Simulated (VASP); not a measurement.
Run report: GaAs, geometry relaxation (part 2 of 2)

Continued. System: GaAs (2 atoms in the cell). Method: Kohn-Sham DFT of a periodic cell, PBE, VASP PAW PBE potentials, minimal, release 54, no spin polarisation (VASP 6.6.1); cutoff 900 eV, 8×8×8 k-mesh, fermi-dirac of 0.05 eV. The structure derives from an entry of the Crystallography Open Database. It belongs to a series of runs on one base structure; here: pseudo_set = minimal, release 54.

Geometry of the input (Å; fractional positions):
```
0.0000  2.8268  2.8268
2.8268  0.0000  2.8268
2.8268  2.8268  0.0000
As 0.7500  0.7500  0.7500
Ga 0.0000  0.0000  0.0000
```

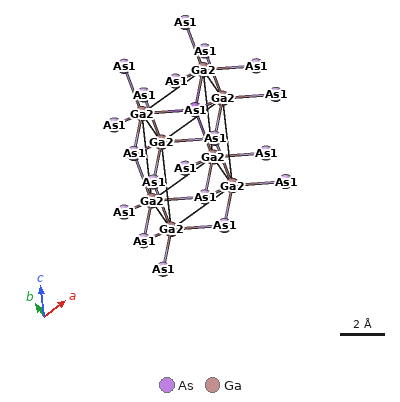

**Figure 1.** The geometry at step 1 of the log (ball-and-stick view of the cell of the calculation, seen slightly off an axis; neighbours outside the cell are drawn fainter; atoms are numbered from 1 in the order of the input).

Parts of OUTCAR, continued:
```
   k-points           NKPTS =     29   k-points in BZ     NKDIM =     29   number of bands    NBANDS=      8
   number of dos      NEDOS =    301   number of ions     NIONS =      2
   total plane-waves  NPLWV =  64000
   dimension x,y,z NGX =    40 NGY =   40 NGZ =   40
   dimension x,y,z NGXF=    80 NGYF=   80 NGZF=   80
   ions per type =               1   1
   NGX,Y,Z   is equivalent  to a cutoff of  16.63, 16.63, 16.63 a.u.
   NGXF,Y,Z  is equivalent  to a cutoff of  33.27, 33.27, 33.27 a.u.
 SYSTEM =  unknown system
   PREC   = accura    normal or accurate (medium, high low for compatibility)
   ISTART =      0    job   : 0-new  1-cont  2-samecut
   ICHARG =      2    charge: 1-file 2-atom 10-const
   ISPIN  =      1    spin polarized calculation?
   LNONCOLLINEAR =      F non collinear calculations
   LSORBIT =      F    spin-orbit coupling
   LASPH  =      T    aspherical Exc in radial PAW
   ENCUT  =  900.0 eV  66.15 Ry    8.13 a.u.   9.78  9.78  9.78*2*pi/ulx,y,z
   NELM   =     60;   NELMIN=  2; NELMDL= -5     # of ELM steps
   EDIFF  = 0.1E-05   stopping-criterion for ELM
   LREAL  =      F    real-space projection
   EDIFFG = -.1E-01   stopping-criterion for IOM
   NSW    =     60    number of steps for IOM
   IBRION =      2    ionic relax: 0-MD 1-quasi-New 2-CG
   NFREE  =      1    steps in history (QN), initial steepest desc. (CG)
   ISIF   =      3    stress and relaxation
   ISYM   =      2    0-nonsym 1-usesym 2-fastsym
   POTIM  = 0.5000    time-step for ionic-motion
   TEBEG  =    0.0;   TEEND  =   0.0 temperature during run
   PSTRESS=    0.0 pullay stress
   NELECT =       8.0000    total number of electrons
   NUPDOWN=      -1.0000    fix difference up-down
   EMIN   =  10.00;   EMAX   =-10.00  energy-range for DOS
   EFERMI =   0.00;   METHOD = LEGACY
   ISMEAR =    -1;   SIGMA  =   0.05  broadening in eV -4-tet -1-fermi 0-gaus
   EFERMI_NEDOS =   21; number of points for ismear=-14 and -15
   IALGO  =     68    algorithm
   IMIX   =      4    mixing-type and parameters
     AMIX     =   0.40;   BMIX     =  1.00
     AMIX_MAG =   1.60;   BMIX_MAG =  1.00
  volume/ion in A,a.u.               =      22.59       152.44
  Fermi-wavevector in a.u.,A,eV,Ry     =   0.919303  1.737231 11.498531  0.845118
  Thomas-Fermi vector in A             =   2.044482
   LORBIT       =      0    0 simple, 1 ext, 2 COOP (PROOUT), +10 PAW based schemes
   GGA     = PE    functional components
   LHFCALC =     F    Hartree Fock is set to
   AEXX    =    0.0000 exact exchange contribution
   IVDW    =     0    specifies the selected vdW correction
   LEPSILON=     F    determine dielectric tensor
   LRPA    =     F    only Hartree local field effects (RPA)
 conjugate gradient relaxation of ions
 non-spin polarized calculation
 RMM-DIIS sequential band-by-band and
  energy-cutoff  :      900.00
  volume of cell :       45.18
 maximum number of plane-waves:      2788
   NGX = 19   NGY = 19   NGZ = 19

--------------------------------------- Ionic step        1  -------------------------------------------

 number of electron       8.0000000 magnetization

 Free energy of the ion-electron system (eV)
  ---------------------------------------------------
  ext. energy  EPLUGINS =         0.00000000
  ---------------------------------------------------
  free energy    TOTEN  =        -8.25258022 eV

  energy without entropy =       -8.25256565  energy(sigma->0) =       -8.25257294

------------------------ aborting loop because EDIFF is reached ----------------------------------------

  FORCE on cell =-STRESS in cart. coord.  units (eV):
  Direction    XX          YY          ZZ          XY          YZ          ZX
  --------------------------------------------------------------------------------------
  -------------------------------------------------------------------------------------
  Total        1.1377233      1.1377233      1.1377233     -0.0000000      0.0000000      0.0000000
  in kB       40.3467859     40.3467859     40.3467859     -0.0000000      0.0000000      0.0000000
  external PRESSURE =      40.3467859 kB  Pullay stress =       0.0000000 kB

 VOLUME and BASIS-vectors are now :
 -----------------------------------------------------------------------------
  energy-cutoff  :      900.00
  volume of cell :       45.18
      direct lattice vectors                 reciprocal lattice vectors
     0.000000000  2.826850000  2.826850000    -0.176875321  0.176875321  0.176875321
     2.826850000  0.000000000  2.826850000     0.176875321 -0.176875321  0.176875321
     2.826850000  2.826850000  0.000000000     0.176875321  0.176875321 -0.176875321

 POSITION                                       TOTAL-FORCE (eV/Angst)
 -----------------------------------------------------------------------------------
      4.24027      4.24027      4.24027        -0.000000     -0.000000     -0.000000
      0.00000      0.00000      0.00000         0.000000      0.000000      0.000000
 -----------------------------------------------------------------------------------
    total drift:                                0.000000      0.000000      0.000000

  FREE ENERGIE OF THE ION-ELECTRON SYSTEM (eV)
  ---------------------------------------------------
  free  energy   TOTEN  =        -8.2525802244 eV

  energy  without entropy=       -8.2525656470  energy(sigma->0) =       -8.25257294

--------------------------------------- Ionic step        2  -------------------------------------------

 number of electron       8.0000000 magnetization

------------------------ aborting loop because EDIFF is reached ----------------------------------------

  FORCE on cell =-STRESS in cart. coord.  units (eV):
  Direction    XX          YY          ZZ          XY          YZ          ZX
  --------------------------------------------------------------------------------------
  -------------------------------------------------------------------------------------
  Total       -0.4189785     -0.4189785     -0.4189785      0.0000000      0.0000000      0.0000000
  in kB      -13.6990465    -13.6990465    -13.6990465      0.0000000      0.0000000      0.0000000
  external PRESSURE =     -13.6990465 kB  Pullay stress =       0.0000000 kB

 VOLUME and BASIS-vectors are now :
 -----------------------------------------------------------------------------
  energy-cutoff  :      900.00
  volume of cell :       49.00
      direct lattice vectors                 reciprocal lattice vectors
    -0.000000000  2.904428363  2.904428363    -0.172150915  0.172150915  0.172150915
     2.904428363  0.000000000  2.904428363     0.172150915 -0.172150915  0.172150915
     2.904428363  2.904428363 -0.000000000     0.172150915  0.172150915 -0.172150915

 POSITION                                       TOTAL-FORCE (eV/Angst)
 -----------------------------------------------------------------------------------
      4.35664      4.35664      4.35664        -0.000000     -0.000000     -0.000000
     -0.00000      2.90443      2.90443         0.000000      0.000000      0.000000
 -----------------------------------------------------------------------------------
    total drift:                                0.000000      0.000000      0.000000

  FREE ENERGIE OF THE ION-ELECTRON SYSTEM (eV)
  ---------------------------------------------------
  free  energy   TOTEN  =        -8.2787503713 eV

  energy  without entropy=       -8.2782010450  energy(sigma->0) =       -8.27847571

--------------------------------------- Ionic step        3  -------------------------------------------

 number of electron       8.0000000 magnetization

 Free energy of the ion-electron system (eV)
  ---------------------------------------------------
  ext. energy  EPLUGINS =         0.00000000
  ---------------------------------------------------
  free energy    TOTEN  =        -8.28395042 eV

  energy without entropy =       -8.28360287  energy(sigma->0) =       -8.28377664

 E-fermi :   2.4062     XC(G=0):  -8.9526     alpha+bet : -8.0865

 val. band max:        2.2923695123   @ k =   0.0000   0.0000   0.0000
 cond. band min:       2.4463547948   @ k =   0.0000   0.0000   0.0000
 fundamental gap:      0.1539852825
 Fermi energy:         2.4061660182

 k-point     1 :       0.0000    0.0000    0.0000
  band No.  band energies     occupation
      1     -10.0176      2.00000
      2       2.2924      1.81373
      3       2.2924      1.81373
      4       2.2924      1.81373
      5       2.4464      0.61844
      6       6.0377      0.00000
      7       6.0377      0.00000
      8       6.0377      0.00000

 k-point     2 :       0.1250    0.0000    0.0000
  band No.  band energies     occupation
      1      -9.8615      2.00000
      2       0.3036      2.00000
      3       2.0781      1.99718
      4       2.0781      1.99718
      5       3.6573      0.00000
      6       6.3606      0.00000
      7       6.3606      0.00000
      8       6.4097      0.00000

 k-point     3 :       0.2500    0.0000    0.0000
  band No.  band energies     occupation
      1      -9.4240      2.00000
      2      -1.7348      2.00000
      3       1.6714      2.00000
      4       1.6714      2.00000
      5       3.5981      0.00000
      6       6.8575      0.00000
      7       6.8575      0.00000
      8       8.0066      0.00000

 k-point     4 :       0.3750    0.0000    0.0000
  band No.  band energies     occupation
      1      -8.8443      2.00000
      2      -3.3446      2.00000
      3       1.3552      2.00000
      4       1.3552      2.00000
      5       3.2946      0.00000
      6       6.9680      0.00000
      7       6.9680      0.00000
      8       9.7483      0.00000

 k-point     5 :       0.5000    0.0000    0.0000
  band No.  band energies     occupation
      1      -8.5242      2.00000
      2      -4.0178      2.00000
      3       1.2412      2.00000
      4       1.2412      2.00000
      5       3.1747      0.00000
      6       6.9307      0.00000
      7       6.9307      0.00000
      8       9.9883      0.00000

 [... the levels of 18 k-points are left out ...]

 k-point    24 :      -0.3750    0.2500    0.1250
  band No.  band energies     occupation
      1      -8.2248      2.00000
      2      -3.9072      2.00000
      3      -0.7168      2.00000
      4       0.5117      2.00000
      5       5.1735      0.00000
      6       6.4857      0.00000
      7       8.4701      0.00000
      8       9.7535      0.00000

 [... further k-points ...]

------------------------ aborting loop because EDIFF is reached ----------------------------------------

  FORCE on cell =-STRESS in cart. coord.  units (eV):
  Direction    XX          YY          ZZ          XY          YZ          ZX
  --------------------------------------------------------------------------------------
  -------------------------------------------------------------------------------------
  Total        0.0038267      0.0038267      0.0038267      0.0000000      0.0000000     -0.0000000
  in kB        0.1282054      0.1282054      0.1282054      0.0000000      0.0000000     -0.0000000
  external PRESSURE =       0.1282054 kB  Pullay stress =       0.0000000 kB

 VOLUME and BASIS-vectors are now :
 -----------------------------------------------------------------------------
  energy-cutoff  :      900.00
  volume of cell :       47.82
      direct lattice vectors                 reciprocal lattice vectors
    -0.000000000  2.880927983  2.880927983    -0.173555189  0.173555189  0.173555189
     2.880927983  0.000000000  2.880927983     0.173555189 -0.173555189  0.173555189
     2.880927983  2.880927983 -0.000000000     0.173555189  0.173555189 -0.173555189

 POSITION                                       TOTAL-FORCE (eV/Angst)
 -----------------------------------------------------------------------------------
      4.32139      4.32139      4.32139        -0.000000     -0.000000     -0.000000
      0.00000      0.00000      0.00000         0.000000      0.000000      0.000000
 -----------------------------------------------------------------------------------
    total drift:                                0.000000      0.000000      0.000000

  FREE ENERGIE OF THE ION-ELECTRON SYSTEM (eV)
  ---------------------------------------------------
  free  energy   TOTEN  =        -8.2839504193 eV

  energy  without entropy=       -8.2836028684  energy(sigma->0) =       -8.28377664

 reached required accuracy - stopping structural energy minimisation
```

CONTCAR:
```
GaAs
   1.00000000000000
    -0.0000000000000000    2.8809279826729539    2.8809279826729539
     2.8809279826729539    0.0000000000000000    2.8809279826729539
     2.8809279826729539    2.8809279826729539   -0.0000000000000000
  As              Ga
     1     1
Direct
     0.7500000000000000    0.7500000000000000    0.7500000000000000
     0.0000000000000000    0.0000000000000000    0.0000000000000000

  0.00000000E+00  0.00000000E+00  0.00000000E+00
  0.00000000E+00  0.00000000E+00  0.00000000E+00
```

Trajectory as extended XYZ (Å, eV, eV/Å), 3 frames, from step=0 to step=2:
```
2
Lattice="0.0000 2.8268 2.8268 2.8268 0.0000 2.8268 2.8268 2.8268 0.0000" Properties=species:S:1:pos:R:3:forces:R:3 step=0 energy=-8.25258
As    4.2403    4.2403    4.2403    0.0000   0.0000   0.0000
Ga    0.0000    0.0000    0.0000    0.0000   0.0000   0.0000
2
Lattice="-0.0000 2.9044 2.9044 2.9044 0.0000 2.9044 2.9044 2.9044 -0.0000" Properties=species:S:1:pos:R:3:forces:R:3 step=1 energy=-8.27875
As    4.3566    4.3566    4.3566    0.0000   0.0000   0.0000
Ga    0.0000    2.9044    2.9044    0.0000   0.0000   0.0000
2
Lattice="-0.0000 2.8809 2.8809 2.8809 0.0000 2.8809 2.8809 2.8809 -0.0000" Properties=species:S:1:pos:R:3:forces:R:3 step=2 energy=-8.28395
As    4.3214    4.3214    4.3214    0.0000   0.0000   0.0000
Ga    0.0000    0.0000    0.0000    0.0000   0.0000   0.0000
```
